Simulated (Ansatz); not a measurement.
## Single-point calculation of W

The run: single-point calculation of W (1 atom in the cell). Method and program: DFT, PBE, plane waves, PAW, no spin polarisation (Ansatz 0.2.0).

Some settings of this run were made unusual or wrong on purpose.

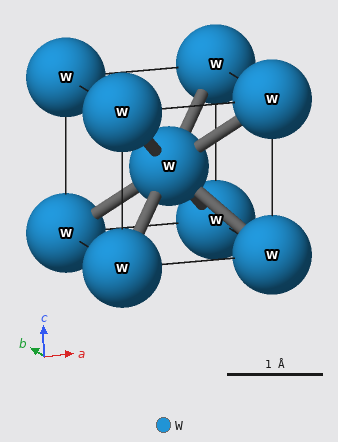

The structure as given in the input (ball-and-stick view of the cell 2 times as large as that of the calculation, set on its symmetry axes, seen slightly off an axis). Near neighbours in the crystal (not all of them lie inside the picture): W has 8 W at 1.46 Å.

## What the run reported

```json
{"quantity": "outcome", "value": "converged"}
{"quantity": "space group (tolerance 0.01 Å)", "value": "Im-3m (229)"}
{"quantity": "electrons treated", "value": "14"}
{"quantity": "free energy", "value": "−10151.7049 eV"}
{"quantity": "Fermi energy", "value": "149.742 eV"}
{"quantity": "gap on the k-point mesh", "value": "none (metallic)"}
{"quantity": "pressure", "value": "31998.39 GPa"}
{"quantity": "largest force (length of the vector)", "value": "under 0.001 eV/Å"}
{"quantity": "hardware", "value": "2 threads of Arm Neoverse V1, 24 GiB of memory available, shared host"}
{"quantity": "wall time", "value": "3.1 s (CPU time 5.9 s)"}
{"quantity": "peak memory", "value": "0.29 GiB"}
```

## Diagnosis

The input was spoiled on purpose: a lattice far too small (`crystal.lattice`). The atoms are squeezed together and the pressure is enormous. The program still converged, but the numbers can't be taken as results for the intended system. Warnings of the run: the k-point mesh lowers the symmetry that the run can use.

## Input
```yaml
crystal:
  lattice:
    - [1.45895893, 0.0, 0.0]
    - [-0.48631964, 1.37551967, 0.0]
    - [0.48631964, 0.68775984, 1.19123498]
  atoms:
    - { symbol: W, position: [0.0, 0.0, 0.0] }
basis:
  ecutwfc: 420
kpoints:
  mp_grid: { grid: [13, 13, 15] }
hamiltonian:
  xc: pbe
scf:
  occupations: { method: gaussian, width: 0.1 }
  max_iter: 60
output:
  forces: true
  eigenvalues: true
  stress: true
```

Launch command:
```bash
ansatz run input.yaml --threads 2 --pin off --max-ram 5632MiB --backend cpu --events-out ev --progress --plain --runs-dir out
```

## The program's output
```
Warning: crystal.symmetry: narrowed to the stabiliser of the k-point mesh — unitary ops 48 → 4; excluded 44 operations that carry a point of the 13×13×15 mesh (shift [0, 0, 0]) off the mesh (the run samples exactly the mesh kpoints.mp_grid names, as under crystal.symmetry.detect: false, and its converged state has the mesh's symmetry, not the crystal's; ε∞, the Born charges and the force constants of a linear response (`dielectric:` by the response, `phonons.method: dfpt`) are averaged over those of the crystal's operations that the state keeps within a tolerance, where `mesh_tensors`, `unaveraged_element` or `gamma_mean_max_change_ev_ang2` stands beside them; a row that `dielectric.field_direction` solves alone is averaged likewise, with nothing beside; a Γ-centred mesh of equal divisions is mapped onto itself by every operation and keeps the whole group, as does a half-shifted one under kpoints.further_shifts: images)
Engine: ansatz 0.2.0, aarch64-unknown-linux-gnu
Pseudopotentials: kind: paw
Pseudopotential: W, paw, valence charge 14, recommended cutoff 420 eV (normal), W.paw.azcp
Functional definition: PBE
  parameter kappa = 0.804
  parameter beta = 0.06672455060314922
  exchange = pbe_x(kappa = kappa, mu = beta*pi^2/3)
  correlation = pbe_c(beta = beta)
Crystal: 1 atoms, lattice volume = 2.391 Å³
Basis set: ecut = 420 eV, 43 PW (Γ), exchange–correlation on 20×20×20 points (8 copies of the dense FFT grid, shifted against one another)
Bands: 11, of which v1, the nominal top of the filled ones, is band 7 counted from 1 (6 counted from 0)
Symmetry: 4 space group operations
k-points: 686 of 2535
Non-local potential: W, projectors of the file, l = 0: 3, l = 1: 2, l = 2: 2, l = 3: 1
PAW form: soft (Blöchl's): semilocal exchange-correlation on the pseudo side does not see the compensation charge
PAW one-centre angular grid: W, 590 points (default); XC on 64 Gauss nodes
Initial density: superposition of atomic densities (neutral atoms: chi_scale 0, normalization atom), corrected by the library's trained network
Initial wavefunctions: pseudopotential atomic-orbital guess
Functional: x = pbe(κ = 0.804, μ = 0.2195149727645171), c = pbe(β = 0.06672455060314922)
SCF iter   1: F=—  HF=-9802.259946 eV  |F-HF|=—  |Δ(HF+E_count)|=         —  Δρ=9.23e0  dr2=4.35e2  ethr=1.77e-3  ⟨swp⟩=5.2  Hψ=54527  notcnv=0
preconditioner: auto → none  [metal: Δε(μ)=0.056 eV  Ē_g=77.360 eV  σ=0.100 eV  W_gap=0.31  n_scr=0 (ndim 8)  ℏωp=83.1 eV  f_vac=0.059  D(μ)=0.19/eV (n_scr^D=0)]
SCF iter   2: F=—  HF=-9977.697662 eV  |F-HF|=—  |Δ(HF+E_count)|=    1.75e2  Δρ=3.38e0  dr2=4.69e1  ethr=1.77e-3  ⟨swp⟩=5.1  Hψ=35112  notcnv=0  defer=122
SCF iter   3: F=—  HF=-10152.091906 eV  |F-HF|=—  |Δ(HF+E_count)|=    1.74e2  Δρ=4.67e-1  dr2=1.54e0  ethr=1.77e-3  ⟨swp⟩=5.4  Hψ=36306  notcnv=0  defer=161
SCF iter   4: F=—  HF=-10151.697445 eV  |F-HF|=—  |Δ(HF+E_count)|=   3.94e-1  Δρ=1.96e-2  dr2=2.23e-3  ethr=1.77e-3  ⟨swp⟩=2.9  Hψ=18274  notcnv=0  defer=189
SCF iter   5: F=—  HF=-10151.704834 eV  |F-HF|=—  |Δ(HF+E_count)|=   7.39e-3  Δρ=4.64e-3  dr2=7.91e-5  ethr=1.59e-5  ⟨swp⟩=2.1  Hψ=14424  notcnv=0  defer=185
SCF iter   6: F=—  HF=-10151.704915 eV  |F-HF|=—  |Δ(HF+E_count)|=   8.06e-5  Δρ=3.60e-4  dr2=9.21e-7  ethr=5.65e-7  ⟨swp⟩=2.1  Hψ=12662  notcnv=0  defer=185
SCF iter   7: F=-10151.704919 eV  HF=-10151.704919 eV  |F-HF|=5.53e-9  |Δ(HF+E_count)|=   4.08e-6  Δρ=3.33e-5  dr2=3.38e-9  ethr=7.14e-10  ⟨swp⟩=8.5  Hψ=52074  notcnv=0
the search or the solves at the SCF's close seem to have found levels that the self-consistency loop had missed (the run counts 1). By its estimate they hold under 1e-12 electrons; where the run keeps them, the occupations were computed again with them
SCF 1 converged in 7 iterations: F = -10151.704919 eV  dr2 = 3.38e-9
  greatest PAW one-centre occupation: 1.120 electrons in one spin orbital (limit 2), on the W atom at site 0 (counted from 0), in its partial waves of l = 2
SCF converged after 7 iterations
Free energy (F): -10151.704919 eV
Harris-Foulkes:  -10151.704919 eV  (|F-HF|=5.53e-9)
Internal energy: -10151.704129 eV  (E = F + TS)
E sigma→0 (E₀):  -10151.704524 eV
Entropy (-TS):   -0.000790 eV (-0.790 meV/atom)
Fermi energy:    149.741658 eV
--- Per-component energies (eV) ---
  E_band       = 1356.134199
  E_kinetic    = 814.944685
  E_local      = 913.028801  (includes V_loc(G=0)·N_el)
  E_nonlocal   = 130.786565
  E_hartree    = 5.912672
  E_xc         = -326.500950
  E_vxc        = -310.261543  (∫ρ·V_xc dr)
  E_paw        = -8641.451906  (= ΣΔE_a)
  E_vpaw       = -204.189366  (= ΣTr[D̂ρ^β])
  E_aug_tail   = -0.000109  (compensation charges beyond the density's cutoff)
  E_ewald      = -3048.423887
  E_smearing   = -0.000790  (= −TS)
  E_closure    = 0.000000  (closes the sum)
  Σ components = -10151.704919   (vs F -10151.704919, Δ=0.00e0)
--- Forces (eV/Å), atoms counted from 1 ---
  atom   1  W      0.00000000     0.00000000     0.00000000
  max |Σ_I F_I| component: 0.00e0 eV/Å
--- Stress (GPa, compression-positive) ---
    32019.279931      -9.680986     -11.079144
       -9.680986   32012.434440     -15.668276
      -11.079143     -15.668274   31963.464055
  P = ⅓ Tr σ = 31998.3928 GPa (319983.928 kbar)
--- Band table (eV; the first three rows and the last of 686) ---
  k-point 0: bands = ["16.8612", "120.8026", "120.8040", "120.8062", "127.7932", "127.7954", "127.7978", "138.1312", "138.1316", "155.0368", "155.0389"]
  k-point 1: bands = ["17.5998", "114.2968", "116.1356", "119.9314", "126.2049", "131.0229", "133.5357", "136.0673", "138.7015", "156.7404", "157.3347"]
  k-point 2: bands = ["19.6952", "103.6972", "110.2779", "117.9011", "122.5229", "129.4719", "137.4599", "140.1424", "142.5778", "161.5094", "163.1694"]
  k-point 685: bands = ["63.7143", "73.7613", "74.5668", "74.6544", "87.2721", "90.6108", "174.7363", "175.0700", "175.3955", "194.0219", "198.3894"]
```
